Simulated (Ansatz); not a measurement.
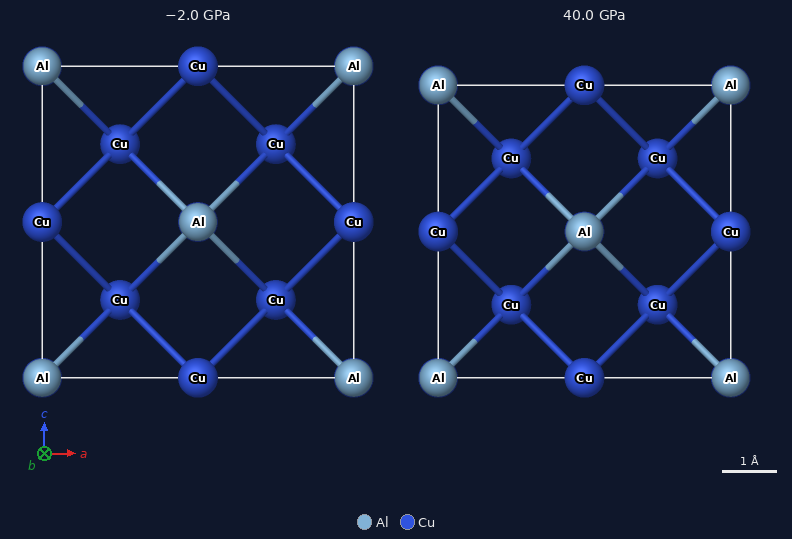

Solid AlCu3 (set up in Fm-3m), relaxed (cell and atoms) at several target pressures. The picture shows the first and the last member. Style: ball-and-stick. Shown: the conventional cell (4 times the calculation's cell), along the b axis. Lengths and directions refer to the drawn axes.

Computed with Ansatz 0.2.0: DFT r2SCAN, scalar-relativistic, plane waves, PAW. Set-up: plane-wave cutoff 500 eV; k-point mesh 12 × 12 × 12 at −2.0 to 20.0, 14 × 14 × 14 at 40.0 GPa; occupations gaussian; smearing width 0.1 eV; no spin polarisation; cell and atoms relaxed; force threshold 0.008 eV/Å.

| pressure (GPa) | volume (Å³/atom) | a (Å) |
| --- | --- | --- |
| −2.0 | 12.244 | 5.808 |
| 0.0 | 12.077 | 5.781 |
| 2.0 | 11.923 | 5.757 |
| 5.0 | 11.708 | 5.722 |
| 10.0 | ? | ? |
| 20.0 | 10.886 | 5.585 |
| 40.0 | 10.131 | 5.452 |

### Estimate the missing row from the others, and compare with the calculation.

Murnaghan's form V = V₀(1 + B′P/B₀)^(−1/B′), with V₀ = 12.077 Å³ from the row at zero pressure, fits the other rows with B₀ = 152 GPa and B′ = 4.34 (largest miss 0.003 Å³). At 10.0 GPa it gives 12.077 × (1 + 4.34 × 10.0/152)^(−1/4.34) = 11.398 Å³ per atom. The calculation gives 11.399 Å³/atom (a = 5.671 Å). The estimate is 0.001 Å³/atom too low. From the first member to the last: Al–Cu 2.515 → 2.361 Å, Cu–Cu 2.515 → 2.361 Å.

The whole series:

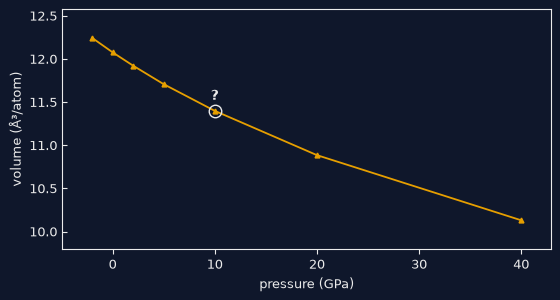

Each member starts from this one structure; whether another phase lies lower wasn't checked.
